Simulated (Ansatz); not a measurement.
**Geometry relaxation, with input and output: Cu**

The run: geometry relaxation of Cu (Fm-3m, 1 atom in the cell). Method and program: DFT PBEsol, scalar-relativistic, plane waves, PAW, no spin polarisation (Ansatz 0.2.0).

The structure derives from a Materials Project entry. Figures and captions count atoms from 1; the log counts them from 0 in places.

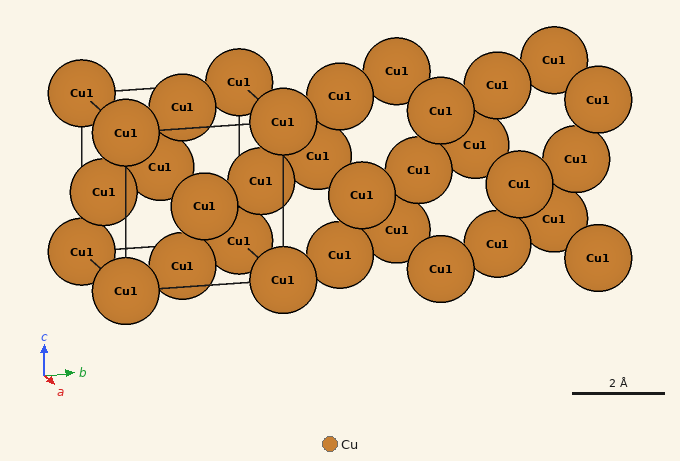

*The input geometry (spheres-only view of the cell 4 times as large as that of the calculation, set on its symmetry axes, repeated 1 × 3 × 1, seen slightly off an axis; atoms are numbered from 1 in the order of the input).*

Input file
```yaml
crystal:
  lattice:
    - [0.0, 1.7887153358, 1.7887153358]
    - [1.7887153358, 0.0, 1.7887153358]
    - [1.7887153358, 1.7887153358, 0.0]
  atoms:
    - { symbol: Cu, position: [0.0, 0.0, 0.0] }
basis:
  ecutwfc: 420
kpoints:
  mp_grid: { grid: [20, 20, 20] }
hamiltonian:
  xc: pbesol
scf:
  occupations: { method: gaussian, width: 0.1 }
output:
  forces: true
  stress: true
  eigenvalues: true
  write_density: true
  write_potential: true
  elf: true
  volumetric_format: npy
relax:
  adjacent_minimum: "off"
  f_tol: 0.005
  max_steps: 80
  cell: { stress_tol: 0.05 }
```

Hardware: 1 thread of Intel Xeon (Granite Rapids), 176 GiB of memory available, shared host.

Launched with:
```bash
ansatz run input.yaml --threads 1 --pin off --max-ram 2560MiB --backend cpu --events-out ev --progress --plain --runs-dir out
```

The program's output
```
Engine: ansatz 0.2.0, x86_64-unknown-linux-gnu
Pseudopotentials: kind: paw
Pseudopotential: Cu, paw, valence charge 19, recommended cutoff 420 eV (normal), Cu.paw.azcp
Functional definition: PBEsol
  exchange = pbesol_x
  correlation = pbesol_c
Crystal: 1 atoms, lattice volume = 11.446 Å³
Basis set: ecut = 420 eV, 229 PW (Γ), exchange–correlation on 36×36×36 points (8 copies of the dense FFT grid, shifted against one another)
Bands: 14, of which v1, the nominal top of the filled ones, is band 10 counted from 1 (9 counted from 0)
Symmetry: 48 space group operations
Space group: Fm-3m (ITA 225), of the structure as read, at distance tolerance 2.3e-5 Å
k-points: 256 of 8000
Non-local potential: Cu, projectors of the file, l = 0: 3, l = 1: 2, l = 2: 3, l = 3: 1
PAW form: soft (Blöchl's): semilocal exchange-correlation on the pseudo side does not see the compensation charge
PAW frozen core: Cu, regenerated for the run's functional, and the local potential with it (the file was generated under x = pbe(κ = 0.804, μ = 0.2195149727645171), c = pbe(β = 0.06672455060314922))
PAW one-centre angular grid: Cu, 590 points (default); XC on 64 Gauss nodes
Initial density: superposition of atomic densities (neutral atoms: chi_scale 0, normalization atom), corrected by the library's trained network
Initial wavefunctions: pseudopotential atomic-orbital guess
Functional: x = pbesol(κ = 0.804, μ = 0.12345679012345678), c = pbesol(β = 0.046)
SCF iter   1: F=—  HF=-6588.779437 eV  |F-HF|=—  |Δ(HF+E_count)|=         —  Δρ=2.04e-2  dr2=2.46e-2  ethr=1.77e-3  ⟨swp⟩=5.2  Hψ=17870  notcnv=0
preconditioner: auto → none  [metal: Δε(μ)=0.015 eV  Ē_g=17.290 eV  σ=0.100 eV  W_gap=0.09  n_scr=0 (ndim 8)  ℏωp=36.4 eV  f_vac=0.000  D(μ)=0.28/eV (n_scr^D=0)]
SCF iter   2: F=—  HF=-6588.773636 eV  |F-HF|=—  |Δ(HF+E_count)|=   5.80e-3  Δρ=9.62e-4  dr2=4.51e-5  ethr=1.29e-4  ⟨swp⟩=2.8  Hψ=7628  notcnv=0  defer=93
SCF iter   3: F=—  HF=-6588.773621 eV  |F-HF|=—  |Δ(HF+E_count)|=   1.55e-5  Δρ=9.27e-4  dr2=3.83e-5  ethr=2.38e-7  ⟨swp⟩=2.0  Hψ=5933  notcnv=0  defer=93
SCF iter   4: F=—  HF=-6588.773644 eV  |F-HF|=—  |Δ(HF+E_count)|=   2.34e-5  Δρ=6.55e-5  dr2=1.88e-7  ethr=2.01e-7  ⟨swp⟩=1.0  Hψ=3482  notcnv=0  defer=93
iter 5 did not close the SCF: its close was put off for the readings that it lacked (scf_convergence_deferred on its scf_iter line)
SCF iter   5: F=-6588.773644 eV  HF=-6588.773644 eV  |F-HF|=5.64e-11  |Δ(HF+E_count)|=   3.39e-7  Δρ=2.75e-6  dr2=4.17e-10  ethr=9.90e-10  ⟨swp⟩=2.3  Hψ=4997  notcnv=0  defer=93
SCF iter   6: F=-6588.773644 eV  HF=-6588.773644 eV  |F-HF|=2.73e-12  |Δ(HF+E_count)|=  3.14e-10  Δρ=1.36e-7  dr2=6.09e-13  ethr=2.19e-12  ⟨swp⟩=5.2  Hψ=18152  notcnv=0
SCF 1 converged in 6 iterations: F = -6588.773644 eV  dr2 = 6.09e-13
  greatest PAW one-centre occupation: 1.000 electrons in one spin orbital (limit 2), on the Cu atom at site 0 (counted from 0), in its partial waves of l = 0
relax step   1: F+E_penalty+E_count = -6588.77364400 eV  Δ(F+E_penalty+E_count) = +0.000e0 eV  max|allowed force component| = 0.000e0 eV/Å  Δτ_max = 0.0000 Å  P = -1.890 GPa  Ω = 11.446 Å³  (6 SCF iters, accepted)
Crystal: 1 atoms, lattice volume = 11.381 Å³
Initial density: handed on by an earlier stage of this run
Initial wavefunctions: those handed on with the density
iter 1 solved again at ethr=2.05e-6 eV; its pass at ethr=3.10e-3 eV (dr2=3.89e-4 eV) is discarded
SCF iter   1: F=—  HF=-6588.774357 eV  |F-HF|=—  |Δ(HF+E_count)|=         —  Δρ=2.27e-3  dr2=3.73e-4  ethr=2.05e-6  ⟨swp⟩=1.5  Hψ=20550  notcnv=0
preconditioner: auto → none  [metal: Δε(μ)=0.066 eV  Ē_g=17.436 eV  σ=0.100 eV  W_gap=0.34  n_scr=0 (ndim 8)  ℏωp=36.5 eV  f_vac=0.000  D(μ)=0.27/eV (n_scr^D=0)]
SCF iter   2: F=—  HF=-6588.774281 eV  |F-HF|=—  |Δ(HF+E_count)|=   7.58e-5  Δρ=1.76e-4  dr2=2.06e-6  ethr=1.97e-6  ⟨swp⟩=2.1  Hψ=4899  notcnv=0
SCF iter   3: F=—  HF=-6588.774277 eV  |F-HF|=—  |Δ(HF+E_count)|=   4.62e-6  Δρ=1.19e-4  dr2=1.33e-6  ethr=1.08e-8  ⟨swp⟩=2.0  Hψ=5859  notcnv=0
iter 4 did not close the SCF: its close was put off for the readings that it lacked (scf_convergence_deferred on its scf_iter line)
SCF iter   4: F=-6588.774276 eV  HF=-6588.774276 eV  |F-HF|=1.59e-8  |Δ(HF+E_count)|=   3.59e-7  Δρ=1.50e-5  dr2=5.33e-9  ethr=7.00e-9  ⟨swp⟩=2.4  Hψ=5005  notcnv=0
iter 5 did not close the SCF: its close was put off for the readings that it lacked (scf_convergence_deferred on its scf_iter line)
SCF iter   5: F=-6588.774276 eV  HF=-6588.774276 eV  |F-HF|=1.23e-10  |Δ(HF+E_count)|=   2.24e-8  Δρ=7.63e-7  dr2=4.06e-11  ethr=2.80e-11  ⟨swp⟩=2.0  Hψ=6034  notcnv=0
SCF iter   6: F=-6588.774276 eV  HF=-6588.774276 eV  |F-HF|=0.00e0  |Δ(HF+E_count)|=  2.18e-11  Δρ=4.25e-8  dr2=9.28e-14  ethr=1.00e-12  ⟨swp⟩=3.9  Hψ=15186  notcnv=0
SCF 2 converged in 6 iterations: F = -6588.774276 eV  dr2 = 9.28e-14
relax step   2: F+E_penalty+E_count = -6588.77427636 eV  Δ(F+E_penalty+E_count) = -6.324e-4 eV  max|allowed force component| = 0.000e0 eV/Å  Δτ_max = 0.0000 Å  P = -0.975 GPa  Ω = 11.381 Å³  energy of the carried Pulay correction = +4.783e-5 eV  (6 SCF iters, accepted)
Crystal: 1 atoms, lattice volume = 11.312 Å³
iter 1 solved again at ethr=2.27e-6 eV; its pass at ethr=3.10e-3 eV (dr2=4.32e-4 eV) is discarded
SCF iter   1: F=—  HF=-6588.774625 eV  |F-HF|=—  |Δ(HF+E_count)|=         —  Δρ=2.40e-3  dr2=4.15e-4  ethr=2.27e-6  ⟨swp⟩=1.5  Hψ=20517  notcnv=0
preconditioner: auto → none  [metal: Δε(μ)=0.065 eV  Ē_g=17.509 eV  σ=0.100 eV  W_gap=0.34  n_scr=0 (ndim 8)  ℏωp=36.6 eV  f_vac=0.000  D(μ)=0.27/eV (n_scr^D=0)]
SCF iter   2: F=—  HF=-6588.774539 eV  |F-HF|=—  |Δ(HF+E_count)|=   8.55e-5  Δρ=1.86e-4  dr2=2.27e-6  ethr=2.19e-6  ⟨swp⟩=2.1  Hψ=4904  notcnv=0
SCF iter   3: F=—  HF=-6588.774533 eV  |F-HF|=—  |Δ(HF+E_count)|=   6.35e-6  Δρ=1.26e-4  dr2=1.47e-6  ethr=1.19e-8  ⟨swp⟩=2.0  Hψ=5852  notcnv=0
iter 4 did not close the SCF: its close was put off for the readings that it lacked (scf_convergence_deferred on its scf_iter line)
SCF iter   4: F=-6588.774533 eV  HF=-6588.774532 eV  |F-HF|=1.86e-8  |Δ(HF+E_count)|=   3.94e-7  Δρ=1.61e-5  dr2=6.13e-9  ethr=7.74e-9  ⟨swp⟩=2.5  Hψ=4974  notcnv=0
iter 5 did not close the SCF: its close was put off for the readings that it lacked (scf_convergence_deferred on its scf_iter line)
SCF iter   5: F=-6588.774533 eV  HF=-6588.774533 eV  |F-HF|=1.20e-10  |Δ(HF+E_count)|=   2.64e-8  Δρ=6.96e-7  dr2=3.77e-11  ethr=3.23e-11  ⟨swp⟩=2.0  Hψ=6034  notcnv=0
SCF iter   6: F=-6588.774533 eV  HF=-6588.774533 eV  |F-HF|=1.82e-12  |Δ(HF+E_count)|=  1.64e-11  Δρ=4.38e-8  dr2=1.18e-13  ethr=1.00e-12  ⟨swp⟩=3.9  Hψ=15192  notcnv=0
SCF 3 converged in 6 iterations: F = -6588.774533 eV  dr2 = 1.18e-13
relax step   3: F+E_penalty+E_count = -6588.77453251 eV  Δ(F+E_penalty+E_count) = -2.562e-4 eV  max|allowed force component| = 0.000e0 eV/Å  Δτ_max = 0.0000 Å  P = +0.024 GPa  Ω = 11.312 Å³  energy of the carried Pulay correction = +9.851e-5 eV  (6 SCF iters, accepted)
Initial wavefunctions: pseudopotential atomic-orbital guess (no wavefunctions were taken with the density)
iter 1 solved again at ethr=1.35e-10 eV; its pass at ethr=3.10e-3 eV (dr2=2.56e-8 eV) is discarded
SCF iter   1: F=—  HF=-6588.774424 eV  |F-HF|=—  |Δ(HF+E_count)|=         —  Δρ=3.22e-5  dr2=1.43e-8  ethr=1.35e-10  ⟨swp⟩=4.1  Hψ=30988  notcnv=0
preconditioner: auto → none  [metal: Δε(μ)=0.066 eV  Ē_g=17.523 eV  σ=0.100 eV  W_gap=0.34  n_scr=0 (ndim 8)  ℏωp=36.6 eV  f_vac=0.000  D(μ)=0.27/eV (n_scr^D=0)]
SCF iter   2: F=—  HF=-6588.774423 eV  |F-HF|=—  |Δ(HF+E_count)|=   5.11e-7  Δρ=1.86e-5  dr2=1.53e-8  ethr=7.50e-11  ⟨swp⟩=2.0  Hψ=5837  notcnv=0
SCF iter   3: F=—  HF=-6588.774423 eV  |F-HF|=—  |Δ(HF+E_count)|=   3.10e-9  Δρ=6.56e-6  dr2=1.58e-9  ethr=7.50e-11  ⟨swp⟩=1.6  Hψ=4096  notcnv=0
SCF iter   4: F=—  HF=-6588.774423 eV  |F-HF|=—  |Δ(HF+E_count)|=  4.66e-10  Δρ=7.16e-7  dr2=1.18e-11  ethr=8.31e-12  ⟨swp⟩=2.2  Hψ=5124  notcnv=0
iter 5 did not close the SCF: its close was put off for the readings that it lacked (scf_convergence_deferred on its scf_iter line)
SCF iter   5: F=-6588.774423 eV  HF=-6588.774423 eV  |F-HF|=9.09e-13  |Δ(HF+E_count)|=  7.28e-12  Δρ=2.76e-8  dr2=3.22e-14  ethr=1.00e-12  ⟨swp⟩=1.0  Hψ=3584  notcnv=0
iter 6 did not close the SCF: its close was put off for the readings that it lacked (scf_convergence_deferred on its scf_iter line)
SCF iter   6: F=-6588.774423 eV  HF=-6588.774423 eV  |F-HF|=9.09e-13  |Δ(HF+E_count)|=  1.82e-12  Δρ=2.70e-9  dr2=2.04e-16  ethr=1.00e-12  ⟨swp⟩=1.0  Hψ=3584  notcnv=0
iter 7 did not close the SCF: its close was put off for the readings that it lacked (scf_convergence_deferred on its scf_iter line)
SCF iter   7: F=-6588.774423 eV  HF=-6588.774423 eV  |F-HF|=1.82e-12  |Δ(HF+E_count)|=  3.64e-12  Δρ=6.97e-11  dr2=1.74e-19  ethr=1.00e-12  ⟨swp⟩=1.0  Hψ=3584  notcnv=0
iter 8 did not close the SCF: its close was put off for the readings that it lacked (scf_convergence_deferred on its scf_iter line)
SCF iter   8: F=-6588.774423 eV  HF=-6588.774423 eV  |F-HF|=1.82e-12  |Δ(HF+E_count)|=  1.82e-12  Δρ=1.37e-11  dr2=5.99e-21  ethr=1.00e-12  ⟨swp⟩=1.0  Hψ=3584  notcnv=0
SCF iter   9: F=-6588.774423 eV  HF=-6588.774423 eV  |F-HF|=1.82e-12  |Δ(HF+E_count)|=  9.09e-13  Δρ=2.35e-12  dr2=1.29e-22  ethr=1.00e-12  ⟨swp⟩=1.1  Hψ=8241  notcnv=0
SCF 4 converged in 9 iterations: F = -6588.774423 eV  dr2 = 1.29e-22
relax step   4: F+E_penalty+E_count = -6588.77442317 eV  Δ(F+E_penalty+E_count) = +1.093e-4 eV  max|allowed force component| = 0.000e0 eV/Å  Δτ_max = 0.0000 Å  P = +0.036 GPa  Ω = 11.312 Å³  stress off target by 3.65e-2 GPa  SCF on the basis re-selected at this cell (its energy is not comparable with the rows above)  (9 SCF iters)
```

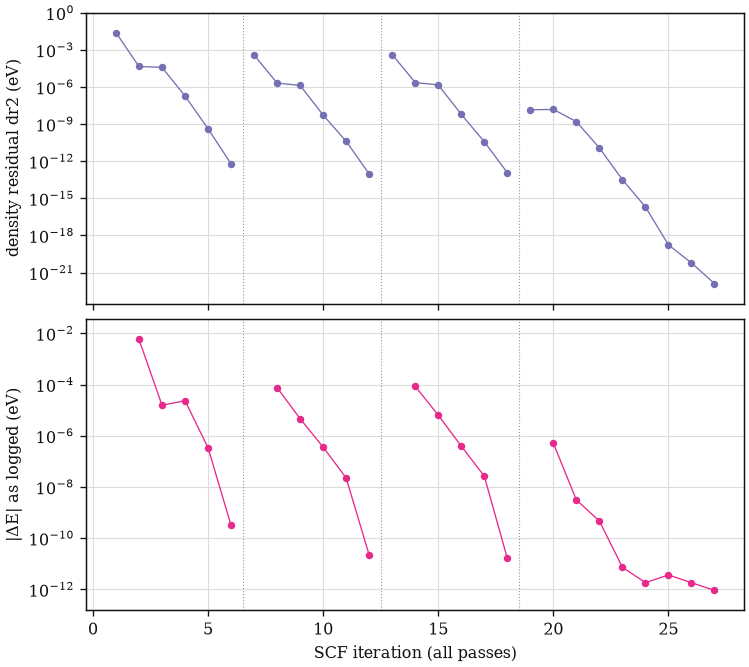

*Convergence of the self-consistent field: density residual dr2 and size of the energy change against the SCF iteration. The dotted lines part the SCF passes of the relaxation: geometry steps, rejected trials and re-solves on a re-selected basis.*

The passes take 6, 6, 6 and 9 iterations.

```
basis re-selected at this cell: Δ(F+E_penalty+E_count) = +1.093e-4 eV, ΔP = +0.013 GPa vs the last step (what re-selecting the basis moved, of the pressure what is left beyond the Pulay correction that the steps carried, after the strain that the cell walked since its last selection, with what the two solves' SCF thresholds leave and, on support functions, any second-order correction that the steps lacked; it is no measure of the basis error at this ecutwfc). This SCF's stress stands 3.65e-2 GPa from its target on what of the cell is left free (relax.cell.stress_tol is 5.00e-2 GPa) and its largest allowed force component is 0.00e0 eV/Å (relax.f_tol is 5.00e-3 eV/Å): within both
SCF converged after 9 iterations
Free energy (F): -6588.774423 eV
Harris-Foulkes:  -6588.774423 eV  (|F-HF|=1.82e-12)
Internal energy: -6588.773091 eV  (E = F + TS)
E sigma→0 (E₀):  -6588.773757 eV
Entropy (-TS):   -0.001332 eV (-1.332 meV/atom)
Fermi energy:    17.503187 eV
--- Per-component energies (eV) ---
  E_band       = -345.465384
  E_kinetic    = 300.650418
  E_local      = -3969.772080  (includes V_loc(G=0)·N_el)
  E_nonlocal   = 391.069601
  E_hartree    = 1748.459998
  E_xc         = -89.405860
  E_vxc        = -115.895393  (∫ρ·V_xc dr)
  E_paw        = -1625.805037  (= ΣΔE_a)
  E_vpaw       = -448.438142  (= ΣTr[D̂ρ^β])
  E_aug_tail   = 0.000218  (compensation charges beyond the density's cutoff)
  E_ewald      = -3344.176550
  E_core_change = 0.206202  (= ΣΔE_core)
  E_smearing   = -0.001332  (= −TS)
  E_closure    = -0.000000  (closes the sum)
  Σ components = -6588.774423   (vs F -6588.774423, Δ=0.00e0)
--- Forces (eV/Å), atoms counted from 1 ---
  atom   1  Cu    -0.00000000     0.00000000     0.00000000
  max |Σ_I F_I| component: 3.70e-32 eV/Å
--- Stress (GPa, compression-positive) ---
        0.036474       0.000000       0.000000
        0.000000       0.036474       0.000000
        0.000000       0.000000       0.036474
  P = ⅓ Tr σ = 0.0365 GPa (0.365 kbar)
--- Band table (eV; the first three rows and the last of 256) ---
  k-point 0: bands = ["-94.8276", "-52.2789", "-52.2789", "-52.2789", "7.7480", "14.3930", "14.3930", "14.3930", "15.2952", "15.2952", "40.4644", "43.2846", "43.2846", "43.2846"]
  k-point 1: bands = ["-94.8271", "-52.2820", "-52.2793", "-52.2793", "7.8422", "14.3716", "14.4120", "14.4120", "15.2875", "15.2875", "39.9927", "42.0116", "42.9741", "42.9741"]
  k-point 2: bands = ["-94.8259", "-52.2912", "-52.2807", "-52.2807", "8.1223", "14.3120", "14.4627", "14.4627", "15.2701", "15.2701", "38.0086", "41.2859", "42.3755", "42.3755"]
  k-point 255: bands = ["-94.8048", "-52.3647", "-52.3647", "-52.3288", "13.1724", "13.8281", "13.8281", "15.2448", "16.0637", "23.8478", "23.8478", "26.0326", "26.6441", "46.2977"]
--- Relaxed structure (3 steps of the walk, 3 accepted, 1 SCFs on fresh bases) ---
  F+E_penalty+E_count = -6588.77442317 eV   max|allowed force component| = 0.000e0 eV/Å   (the final SCF, on the basis selected at the relaxed cell)
  cell:  # Å, volume = 11.3120 Å³
    - [-2.269032858398818e-34, 1.7817061892371977, 1.7817061892371977]
    - [1.7817061892371977, -7.889865132186766e-34, 1.7817061892371977]
    - [1.7817061892371977, 1.7817061892371977, -3.7259907990549004e-34]
  atoms:
    - { symbol: Cu, position: [0.0, 0.0, 0.0] }
```

Trajectory as extended XYZ (Å, eV, eV/Å), 4 frames, from step=1 to step=4
```
1
Lattice="0.0000 1.7887 1.7887 1.7887 0.0000 1.7887 1.7887 1.7887 0.0000" Properties=species:S:1:pos:R:3:forces:R:3 step=1 energy=-6588.77364 pressure_GPa=-1.89
Cu    0.0000    0.0000    0.0000    0.0000   0.0000   0.0000
1
Lattice="0.0000 1.7853 1.7853 1.7853 0.0000 1.7853 1.7853 1.7853 0.0000" Properties=species:S:1:pos:R:3:forces:R:3 step=2 energy=-6588.77428 pressure_GPa=-0.97
Cu    0.0000    0.0000    0.0000    0.0000   0.0000   0.0000
1
Lattice="0.0000 1.7817 1.7817 1.7817 0.0000 1.7817 1.7817 1.7817 0.0000" Properties=species:S:1:pos:R:3:forces:R:3 step=3 energy=-6588.77453 pressure_GPa=0.02
Cu    0.0000    0.0000    0.0000    0.0000   0.0000   0.0000
1
Lattice="0.0000 1.7817 1.7817 1.7817 0.0000 1.7817 1.7817 1.7817 0.0000" Properties=species:S:1:pos:R:3:forces:R:3 step=4 energy=-6588.77442 pressure_GPa=0.04
Cu    0.0000    0.0000    0.0000    0.0000   0.0000   0.0000
```

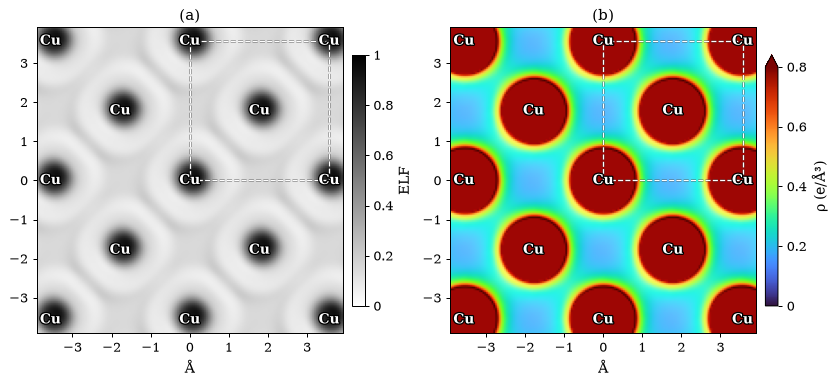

*(a) electron localisation function; (b) valence charge density (pseudo) on the (100) plane of the conventional cell.*

Cu–Cu (2.52 Å): the density is about 0.29 e/Å³ at the midpoint; the ELF is about 0.20 at the midpoint; no shared electron pair. Away from the nuclei the density in this plane falls to 0.16 e/Å³ at its lowest. The strong features right at Cu lie inside the PAW spheres (semicore, d or f shells) and say nothing about bonding. In a PAW calculation such maps are meaningful between the atoms, not at the nuclei.

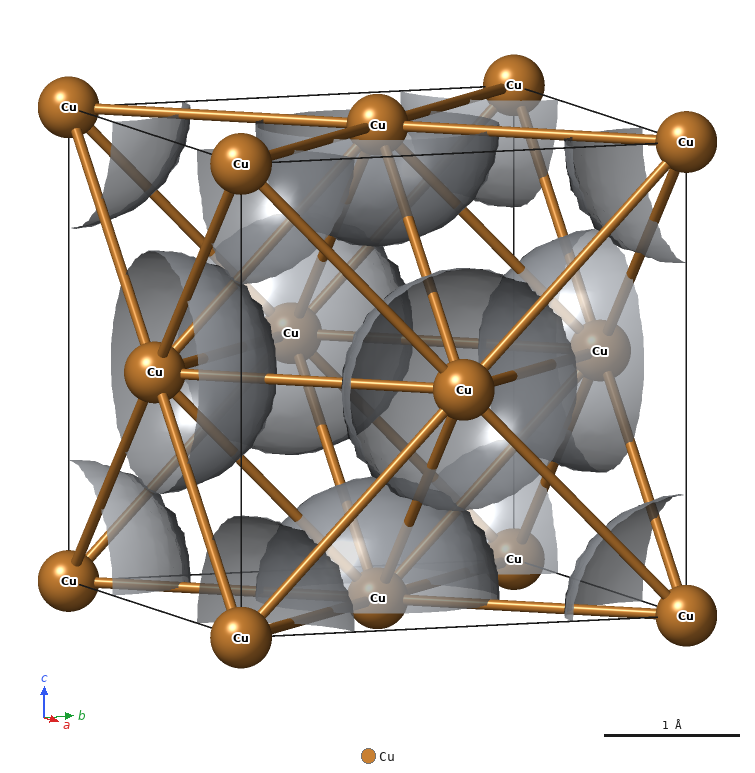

*Isosurface of the valence charge density (pseudo) at 0.6 e/Å³ (grey), seen slightly off an axis. Sticks mark near contacts. The outline is the cell set on symmetry axes.*

At this value the density breaks into separate islands; it holds about 85 % of the electrons treated as valence (semicore included). It is pinched off along the Cu–Cu (2.52 Å) contacts. On the grid the lowest density along these lines, outside the cores, is 0.29 e/Å³ (Cu–Cu, 2.52 Å).

Key numbers

| quantity | value |
| --- | --- |
| outcome | converged |
| space group (tolerance 0.01 Å) | Fm-3m (225) |
| electrons treated | 19 |
| free energy | −6588.7744 eV |
| Fermi energy | 17.503 eV |
| gap on the k-point mesh | none (metallic) |
| pressure | 0.04 GPa |
| final volume | 11.31 Å³ |
| largest force (length of the vector) at the end | under 0.001 eV/Å |
| final cell | a = 2.520 Å, b = 2.520 Å, c = 2.520 Å, α = 60.00°, β = 60.00°, γ = 60.00° |
| wall time | 8 s |
| peak memory | 0.36 GiB |
